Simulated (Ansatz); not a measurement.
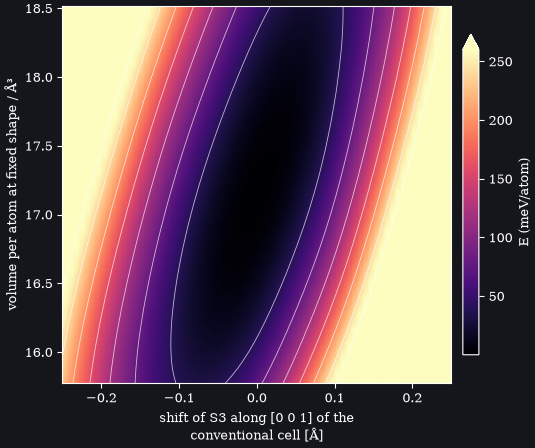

Energy landscape of WS2 (P6_3/mmc, No. 194; 6 atoms in the cell). The energy is mapped over a free internal coordinate and the cell. Coordinates scanned: (1) shift of S3 along [0 0 1] of the conventional cell, Cartesian (0 0 1), its symmetry partners moved as symmetry demands (measured in the relaxed cell); (2) volume per atom at fixed shape. Nothing is relaxed (all other coordinates fixed). The scan uses a 7 × 7 grid. Points are written as (first, second). All energies are given in meV/atom relative to the lowest grid point. The band gap closes in part of the range. All numbers below come from DFT LDA, scalar-relativistic, plane waves, PAW in Ansatz 0.2.0. Settings: cutoff 420 eV, k-mesh 12×12×4 in the order of the run's cell vectors, gaussian smearing 0.05 eV, no spin polarisation.

In the figure: a smooth colour map with a few white contour lines, one colour for all values above the top of the scale. Between grid points the surface is interpolated. 

Describe this landscape.

Answer. The lowest grid point is at (0.000 Å, 17.15 Å³). It is the only kind of minimum in the scanned range. The highest grid point, (0.250 Å, 15.78 Å³), lies 969 meV/atom above the lowest.

Each point was launched as `ansatz run input.yaml --threads 2 --pin off --max-ram 4096MiB --backend cpu --events-out ev --progress --plain --runs-dir out`. The whole map (49 points run) took 6.1 min on 2 threads of Arm Neoverse V1, on a shared host.

PAW datasets: the set soft_1.
